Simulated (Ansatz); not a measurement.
## Run report: AgI, band-structure calculation

System: AgI (Cmc2₁, 4 atoms in the cell).
Method: DFT, PBE, plane waves, PAW, no spin polarisation (Ansatz 0.2.0).

The structure was built on a prototype by a generator. The geometry comes from this level: r2SCAN (a point of a series of strains). It belongs to a series of runs on one base structure; here: uniaxial_x strain -0.5%. Figures and captions count atoms from 1; the log counts them from 0 in places.

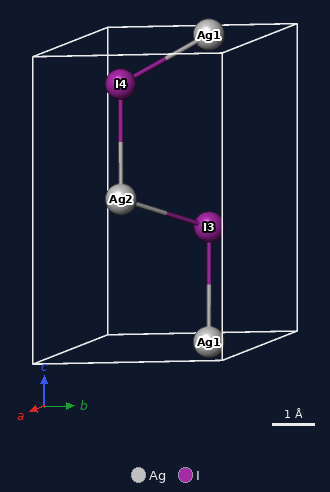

Figure 1. The structure (ball-and-stick view of the cell of the calculation, seen slightly off an axis; atoms are numbered from 1 in the order of the input). Near neighbours in the crystal (not all of them lie inside the picture): Ag has 4 I at 2.84 to 2.85 Å; I has 4 Ag at 2.84 to 2.85 Å.

### Summary

```tsv
quantity	value
outcome	converged
space group (tolerance 0.01 Å)	Cmc2₁ (36)
electrons treated	72
free energy	−30208.0009 eV
Fermi energy	7.010 eV
gap on the k-point mesh	1.36 eV
pressure	0.78 GPa
largest force (length of the vector)	0.003 eV/Å
hardware	2 threads of an x86-64 CPU, shared host
wall time	31 s (CPU time 52 s)
peak memory	0.49 GiB
```

### Notes

Spin-orbit coupling is left out, which matters for I.

### The input
```yaml
crystal:
  lattice:
    - [4.627617398, 0.0, 0.0]
    - [-2.313808699, 4.0277730911, 0.0]
    - [0.0, 0.0, 7.599296709]
  atoms:
    - { symbol: Ag, position: [0.3331736915, 0.6663473829, 0.0002502471] }
    - { symbol: Ag, position: [0.6668263085, 0.3336526171, 0.5002502471] }
    - { symbol: I, position: [0.3342816631, 0.6685633263, 0.3747497529] }
    - { symbol: I, position: [0.6657183369, 0.3314366737, 0.8747497529] }
kpoints:
  mp_grid: { grid: [6, 6, 4] }
  band_path:
    path:
      - [0.0, 0.0, 0.0]
      - [0.5, 0.0, 0.0]
      - [0.3333333333, 0.3333333333, 0.0]
      - [0.0, 0.0, 0.5]
      - [0.5, 0.0, 0.5]
      - [0.3333333333, 0.3333333333, 0.5]
    npoints: 1
hamiltonian:
  xc: pbe
scf:
  occupations: { method: fermi_dirac, width: 0.02 }
  n_extra_bands: 5
output:
  forces: true
  stress: true
  eigenvalues: true
  write_density: true
  write_potential: true
  elf: true
  volumetric_format: npy
```

Run as:
```bash
ansatz run input.yaml --threads 2 --pin off --max-ram 2211MiB --backend cpu --events-out ev --progress --plain --runs-dir out
```

### Output
```
scf.n_extra_bands = 5 over 36 filled bands (N_el = 72.0): the run solves 41 bands
Engine: ansatz 0.2.0, x86_64-unknown-linux-gnu
Pseudopotentials: kind: paw
Pseudopotential: Ag, paw, valence charge 19, recommended cutoff 420 eV (normal), Ag.paw.azcp
Pseudopotential: I, paw, valence charge 17, recommended cutoff 420 eV (normal), I.paw.azcp
Functional definition: PBE
  parameter kappa = 0.804
  parameter beta = 0.06672455060314922
  exchange = pbe_x(kappa = kappa, mu = beta*pi^2/3)
  correlation = pbe_c(beta = beta)
Crystal: 4 atoms, lattice volume = 141.643 Å³
Basis set: ecut = 420 eV, 2779 PW (Γ), exchange–correlation on 64×64×108 points (8 copies of the dense FFT grid, shifted against one another)
Bands: 41, of which v1, the nominal top of the filled ones, is band 36 counted from 1 (35 counted from 0)
Symmetry: 4 space group operations
Space group: Cmc21 (ITA 36), of the structure as read, at distance tolerance 5.2e-5 Å
k-points: 39 of 144 (time reversal used)
Non-local potential: Ag, projectors of the file, l = 0: 3, l = 1: 2, l = 2: 2, l = 3: 1
Non-local potential: I, projectors of the file, l = 0: 2, l = 1: 2, l = 2: 2, l = 3: 2
PAW form: soft (Blöchl's): semilocal exchange-correlation on the pseudo side does not see the compensation charge
PAW one-centre angular grid: Ag, 590 points (default); XC on 64 Gauss nodes
PAW one-centre angular grid: I, 590 points (default); XC on 64 Gauss nodes
Initial density: superposition of atomic densities (neutral atoms: chi_scale 0, normalization atom), corrected by the library's trained network
Initial wavefunctions: pseudopotential atomic-orbital guess
Functional: x = pbe(κ = 0.804, μ = 0.2195149727645171), c = pbe(β = 0.06672455060314922)
SCF iter   1: F=—  HF=-30207.999963 eV  |F-HF|=—  |Δ(HF+E_count)|=         —  Δρ=9.28e-4  dr2=2.20e-3  ethr=1.77e-3  ⟨swp⟩=8.2  Hψ=6668  notcnv=0
preconditioner: auto → Resta (q_TF=auto, 2.437 Å⁻¹)  ε∞=5.8  [insulator: Δε(μ)=1.355 eV  Ē_g=8.588 eV  σ=0.020 eV  W_gap=1.00  n_scr=34 (ndim 8)  ℏωp=18.7 eV  f_vac=0.230  D(μ)=0.00/eV (n_scr^D=0)  ε∞_Penn≈5.8]
SCF iter   2: F=—  HF=-30208.000861 eV  |F-HF|=—  |Δ(HF+E_count)|=   8.98e-4  Δρ=6.22e-4  dr2=9.28e-4  ethr=3.06e-6  ⟨swp⟩=3.0  Hψ=3032  notcnv=0  defer=39
SCF iter   3: F=—  HF=-30208.000920 eV  |F-HF|=—  |Δ(HF+E_count)|=   5.93e-5  Δρ=4.32e-4  dr2=2.25e-4  ethr=1.29e-6  ⟨swp⟩=2.4  Hψ=3041  notcnv=0  defer=39
SCF iter   4: F=—  HF=-30208.000904 eV  |F-HF|=—  |Δ(HF+E_count)|=   1.59e-5  Δρ=1.30e-4  dr2=2.29e-5  ethr=3.13e-7  ⟨swp⟩=2.0  Hψ=2184  notcnv=0  defer=39
SCF iter   5: F=—  HF=-30208.000929 eV  |F-HF|=—  |Δ(HF+E_count)|=   2.44e-5  Δρ=4.86e-5  dr2=5.24e-6  ethr=3.18e-8  ⟨swp⟩=2.1  Hψ=2188  notcnv=0  defer=39
SCF iter   6: F=—  HF=-30208.000937 eV  |F-HF|=—  |Δ(HF+E_count)|=   8.74e-6  Δρ=1.30e-5  dr2=3.37e-7  ethr=7.28e-9  ⟨swp⟩=2.0  Hψ=2262  notcnv=0  defer=39
SCF iter   7: F=—  HF=-30208.000938 eV  |F-HF|=—  |Δ(HF+E_count)|=   5.76e-7  Δρ=8.14e-6  dr2=1.09e-7  ethr=1.39e-10  ⟨swp⟩=14.6  Hψ=12062  notcnv=0
SCF iter   8: F=-30208.000938 eV  HF=-30208.000938 eV  |F-HF|=9.33e-9  |Δ(HF+E_count)|=   7.70e-8  Δρ=1.84e-6  dr2=5.22e-9  ethr=1.39e-10  ⟨swp⟩=10.1  Hψ=10854  notcnv=0
SCF 1 converged in 8 iterations: F = -30208.000938 eV  dr2 = 5.22e-9
  greatest PAW one-centre occupation: 1.000 electrons in one spin orbital (limit 2), on the Ag atom at site 1 (counted from 0), in its partial waves of l = 0
NSCF: frozen V_eff on 6 k-points
SCF converged after 8 iterations
Free energy (F): -30208.000938 eV
Harris-Foulkes:  -30208.000938 eV  (|F-HF|=9.33e-9)
Internal energy: -30208.000938 eV  (E = F + TS)
E sigma→0 (E₀):  -30208.000938 eV
Fermi energy:    7.010494 eV
--- Per-component energies (eV) ---
  E_band       = -1585.108776
  E_kinetic    = 1433.230708
  E_local      = -11187.809267  (includes V_loc(G=0)·N_el)
  E_nonlocal   = -16.004873
  E_hartree    = 5286.517409
  E_xc         = -622.672124
  E_vxc        = -722.606256  (∫ρ·V_xc dr)
  E_paw        = -17442.222595  (= ΣΔE_a)
  E_vpaw       = -1664.958139  (= ΣTr[D̂ρ^β])
  E_aug_tail   = 0.000586  (compensation charges beyond the density's cutoff)
  E_ewald      = -7659.040782
  E_smearing   = -0.000000  (= −TS)
  E_closure    = 0.000000  (closes the sum)
  Σ components = -30208.000938   (vs F -30208.000938, Δ=0.00e0)
--- Forces (eV/Å), atoms counted from 1 ---
  atom   1  Ag     0.00000000     0.00074381     0.00323102
  atom   2  Ag     0.00000000    -0.00074381     0.00323102
  atom   3  I      0.00000000     0.00042509    -0.00323031
  atom   4  I      0.00000000    -0.00042509    -0.00323031
  max |Σ_I F_I| component: 1.41e-6 eV/Å
--- Stress (GPa, compression-positive) ---
        0.820863       0.000000       0.000000
        0.000000       0.767230       0.000000
        0.000000       0.000000       0.761175
  P = ⅓ Tr σ = 0.7831 GPa (7.831 kbar)
--- Band table (eV; the first three rows and the last of 39) ---
  k-point 0: bands = ["-84.1038", "-84.1038", "-47.6213", "-47.6212", "-47.6210", "-47.6210", "-47.6209", "-47.6209", "-38.3864", "-38.3862", "-38.3850", "-38.3850", "-38.3846", "-38.3846", "-38.3823", "-38.3823", "-38.3821", "-38.3820", "-6.3097", "-6.0441", "2.3118", "2.3154", "2.3200", "2.3901", "2.4496", "2.4568", "3.3492", "3.3523", "3.4355", "3.4381", "3.5254", "5.6429", "5.6585", "6.2562", "6.3165", "6.3244", "7.6856", "8.9836", "12.1232", "12.1643", "12.2800"]
  k-point 1: bands = ["-84.1038", "-84.1038", "-47.6213", "-47.6212", "-47.6210", "-47.6210", "-47.6209", "-47.6209", "-38.3863", "-38.3862", "-38.3850", "-38.3850", "-38.3846", "-38.3846", "-38.3823", "-38.3823", "-38.3821", "-38.3820", "-6.2723", "-6.0845", "2.2793", "2.3001", "2.3306", "2.3355", "2.4248", "2.4317", "3.3652", "3.3682", "3.4269", "3.4295", "3.8954", "5.6344", "5.7373", "5.7518", "6.2125", "6.2220", "8.3237", "9.0271", "11.9226", "12.1925", "12.2275"]
  k-point 2: bands = ["-84.1038", "-84.1038", "-47.6213", "-47.6213", "-47.6210", "-47.6210", "-47.6209", "-47.6209", "-38.3863", "-38.3863", "-38.3850", "-38.3850", "-38.3846", "-38.3846", "-38.3823", "-38.3823", "-38.3820", "-38.3820", "-6.1798", "-6.1798", "2.2414", "2.2414", "2.3730", "2.3730", "2.3789", "2.3789", "3.3997", "3.3997", "3.4024", "3.4024", "4.7007", "4.7007", "5.9697", "5.9697", "5.9824", "5.9824", "8.9689", "8.9689", "11.9635", "11.9635", "12.4326"]
  k-point 38: bands = ["-84.1038", "-84.1038", "-47.6213", "-47.6213", "-47.6210", "-47.6210", "-47.6210", "-47.6210", "-38.3862", "-38.3862", "-38.3851", "-38.3851", "-38.3847", "-38.3847", "-38.3823", "-38.3823", "-38.3820", "-38.3820", "-5.9987", "-5.9987", "2.2020", "2.2020", "2.5280", "2.5280", "2.6489", "2.6489", "3.3938", "3.3938", "3.5061", "3.5061", "3.8006", "3.8006", "4.8349", "4.8349", "5.2336", "5.2336", "10.0112", "10.0112", "11.5319", "11.5319", "12.7208"]
```

### File rho_z.tsv
```
# z_ang	rho[e/angstrom^3]
# format = ansatz-planar-average/11
# lattice	4.627617398	0.000000000	0.000000000
# lattice	-2.313808699	4.027773091	0.000000000
# lattice	0.000000000	0.000000000	7.599296709
# sites	4
# site	47	0.000000000	2.683896058	0.001901702
# site	47	2.313808699	1.343877033	3.801550056
# site	53	0.000000000	2.692821375	2.847834564
# site	53	2.313808699	1.334951716	6.647482918
0.000000	1.125671e0
0.140728	1.027366e0
0.281455	8.276866e-1
0.422183	5.873809e-1
0.562911	3.689726e-1
0.703639	2.112976e-1
0.844366	1.207371e-1
0.985094	7.747657e-2
1.125822	5.815224e-2
1.266549	5.136679e-2
1.407277	5.325774e-2
1.548005	6.203705e-2
1.688733	7.820926e-2
1.829460	1.022529e-1
1.970188	1.351457e-1
2.110916	1.785451e-1
2.251643	2.594094e-1
2.392371	4.155364e-1
2.533099	6.270536e-1
2.673827	8.223164e-1
2.814554	9.363634e-1
2.955282	9.473586e-1
3.096010	8.893851e-1
3.236737	8.356041e-1
3.377465	8.586596e-1
3.518193	9.721167e-1
3.658921	1.095264e0
3.799648	1.125671e0
3.940376	1.027366e0
4.081104	8.276866e-1
4.221832	5.873809e-1
4.362559	3.689726e-1
4.503287	2.112976e-1
4.644015	1.207371e-1
4.784742	7.747657e-2
4.925470	5.815224e-2
5.066198	5.136679e-2
5.206926	5.325774e-2
5.347653	6.203705e-2
5.488381	7.820926e-2
5.629109	1.022529e-1
5.769836	1.351457e-1
5.910564	1.785451e-1
6.051292	2.594094e-1
6.192020	4.155364e-1
6.332747	6.270536e-1
6.473475	8.223164e-1
6.614203	9.363634e-1
6.754930	9.473586e-1
6.895658	8.893851e-1
7.036386	8.356041e-1
7.177114	8.586596e-1
7.317841	9.721167e-1
7.458569	1.095264e0
```

### File v_z.tsv
```
# z_ang	v_es[eV]	v_tot[eV]
# format = ansatz-planar-average/11
# xc	pbe
# density_cutoff_ev	1680
# datasets	Ag=:simpson_from_first_knot:soft	I=:simpson_from_first_knot:soft
# lattice	4.627617398	0.000000000	0.000000000
# lattice	-2.313808699	4.027773091	0.000000000
# lattice	0.000000000	0.000000000	7.599296709
# sites	4
# site	47	0.000000000	2.683896058	0.001901702
# site	47	2.313808699	1.343877033	3.801550056
# site	53	0.000000000	2.692821375	2.847834564
# site	53	2.313808699	1.334951716	6.647482918
0.000000	2.503481e0	-8.134021e0
0.140728	3.518527e0	-6.611860e0
0.281455	4.544113e0	-4.935782e0
0.422183	5.619125e0	-3.095885e0
0.562911	6.764596e0	-1.119456e0
0.703639	7.918485e0	8.922897e-1
0.844366	8.983946e0	2.765516e0
0.985094	9.817712e0	4.291335e0
1.125822	1.031259e1	5.223919e0
1.266549	1.054737e1	5.537897e0
1.407277	1.059645e1	5.448268e0
1.548005	1.045139e1	5.115965e0
1.688733	1.006866e1	4.408110e0
1.829460	9.347292e0	3.148652e0
1.970188	8.337454e0	1.544580e0
2.110916	7.317060e0	-9.164658e-2
2.251643	6.551174e0	-1.502749e0
2.392371	6.131923e0	-2.542555e0
2.533099	5.974368e0	-3.251119e0
2.673827	5.872870e0	-3.820149e0
2.814554	5.520433e0	-4.594628e0
2.955282	4.694034e0	-5.817702e0
3.096010	3.537705e0	-7.326209e0
3.236737	2.385708e0	-8.721180e0
3.377465	1.565892e0	-9.644758e0
3.518193	1.307646e0	-9.855972e0
3.658921	1.671516e0	-9.305952e0
3.799648	2.503481e0	-8.134021e0
3.940376	3.518527e0	-6.611860e0
4.081104	4.544113e0	-4.935782e0
4.221832	5.619125e0	-3.095885e0
4.362559	6.764596e0	-1.119456e0
4.503287	7.918485e0	8.922897e-1
4.644015	8.983946e0	2.765516e0
4.784742	9.817712e0	4.291335e0
4.925470	1.031259e1	5.223919e0
5.066198	1.054737e1	5.537897e0
5.206926	1.059645e1	5.448268e0
5.347653	1.045139e1	5.115965e0
5.488381	1.006866e1	4.408110e0
5.629109	9.347292e0	3.148652e0
5.769836	8.337454e0	1.544580e0
5.910564	7.317060e0	-9.164658e-2
6.051292	6.551174e0	-1.502749e0
6.192020	6.131923e0	-2.542555e0
6.332747	5.974368e0	-3.251119e0
6.473475	5.872870e0	-3.820149e0
6.614203	5.520433e0	-4.594628e0
6.754930	4.694034e0	-5.817702e0
6.895658	3.537705e0	-7.326209e0
7.036386	2.385708e0	-8.721180e0
7.177114	1.565892e0	-9.644758e0
7.317841	1.307646e0	-9.855972e0
7.458569	1.671516e0	-9.305952e0
```

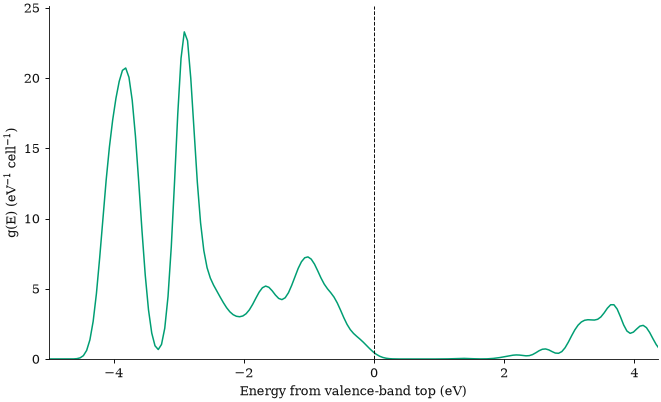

Figure 2. Density of states (the curve is built from the levels of the k mesh with Gaussians 0.3 eV wide, which also blur the band edges), with energies from the valence-band top. There is a gap of 1.36 eV on the k-point mesh. Small ripples come from the finite k-point mesh.

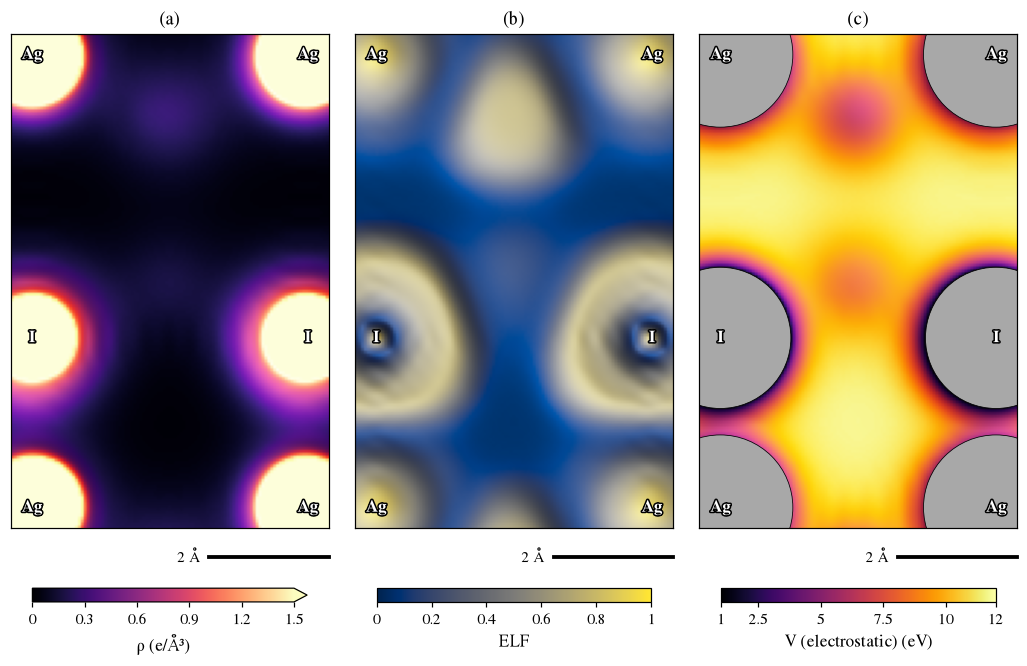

Figure 3. (a) valence electron density; (b) ELF; (c) electrostatic potential energy of an electron on the (010) plane of the conventional cell. Grey discs, where drawn, cover atomic cores. The plane passes through Ag and I nuclei. Ag–I (2.85 Å): the density is about 0.31 e/Å³ at the midpoint; the ELF peaks at about 0.65 in the valence shell of I, 1.0 Å from its nucleus, and drops to about 0.15 between the two atoms. Away from the nuclei the density in this plane falls to 0.009 e/Å³ at its lowest. The strong features right at Ag lie inside the PAW spheres (semicore, d or f shells) and say nothing about bonding. Outside the cores the potential energy rises away from the atoms and is highest about 2.7 Å from the nearest atoms; outside the discs it spans about 10 eV, and its zero is arbitrary. In a PAW calculation such maps are meaningful between the atoms, not at the nuclei.
